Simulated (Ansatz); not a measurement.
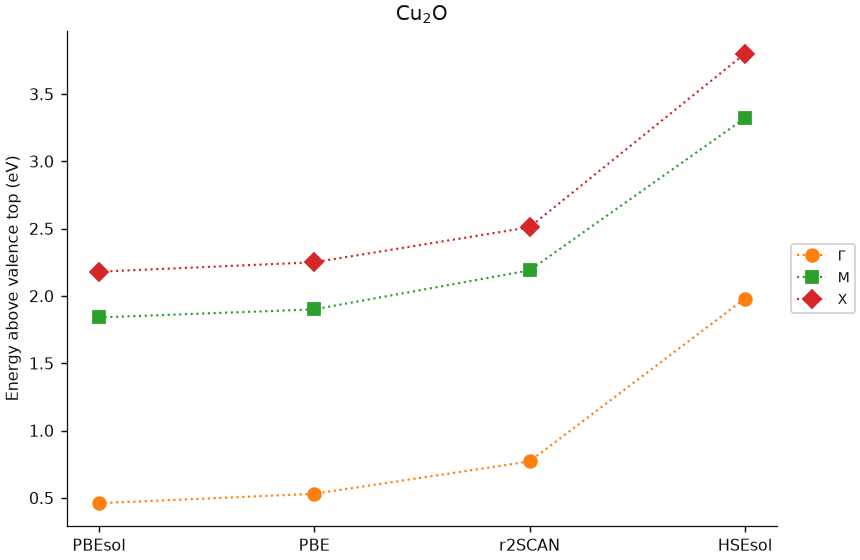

Lowest conduction level at each named k point, counted from the valence-band top at Γ, by several methods on one cell of Cu2O, space group Pn-3m, 6 atoms in the cell; cubic a = 4.260 Å. All runs are without spin-orbit coupling and carry no moments.

| method | program | Γ (eV) | M (eV) | X (eV) |
| --- | --- | --- | --- | --- |
| PBEsol | Ansatz | 0.46 | 1.84 | 2.18 |
| PBE | Ansatz | 0.53 | 1.90 | 2.25 |
| r2SCAN | Ansatz | 0.77 | 2.19 | 2.51 |
| HSEsol | Ansatz | 1.98 | 3.32 | 3.80 |

Q: One method is left out: HSE03. Predict its row. It was run as: HSE03, Ansatz PAW, 4×4×4 k mesh, 420 eV cutoff, Fermi-Dirac smearing of 0.05 eV (Ansatz 0.2.0).

A: Exact exchange opens the gap over the semilocal values shown, the highest of which is 0.77 eV (r2SCAN) at Γ. HSE03 gives 1.76 eV at Γ, 3.14 eV at M and 3.56 eV at X, which is +1.23 eV from PBE at Γ.

Q: Does HSE03 shift these levels rigidly from PBE?

A: The shifts are +1.23 eV at Γ, +1.24 eV at M and +1.31 eV at X, and at points that aren't plotted +1.19 eV (R): over the named points that both runs hold, a spread of 0.12 eV on a mean of 1.24 eV, so one shift describes them well.

Q: How do the methods rank at Γ?

A: From low to high: PBEsol 0.46, PBE 0.53, r2SCAN 0.77, HSE03 1.76, HSEsol 1.98 eV. Too close to rank are PBEsol against PBE (different potentials and cutoffs).

Settings. PBEsol: PseudoDojo standard (PBEsol files), 6×6×6 k mesh, 1252 eV cutoff, Fermi-Dirac smearing of 0.05 eV (Ansatz). PBE: Ansatz PAW, 6×6×6 k mesh, 420 eV cutoff, Fermi-Dirac smearing of 0.05 eV (Ansatz 0.2.0). r2SCAN: r2SCAN with D3(BJ) dispersion, Ansatz PAW, 6×6×6 k mesh, 500 eV cutoff, Fermi-Dirac smearing of 0.05 eV (Ansatz). HSEsol: Ansatz PAW, 4×4×4 k mesh, 420 eV cutoff, Fermi-Dirac smearing of 0.05 eV (Ansatz 0.2.0).

These are five of the 29 methods that were run on this cell. Runs that lie over 0.07 eV from the median of the programs for their method weren't drawn. LDA, GGA and most meta-GGA functionals understate gaps. r2SCAN, HSE03 and HSEsol: the PAW data sets were made with another functional. HSE03 and HSEsol: the k mesh is thin for exact exchange.
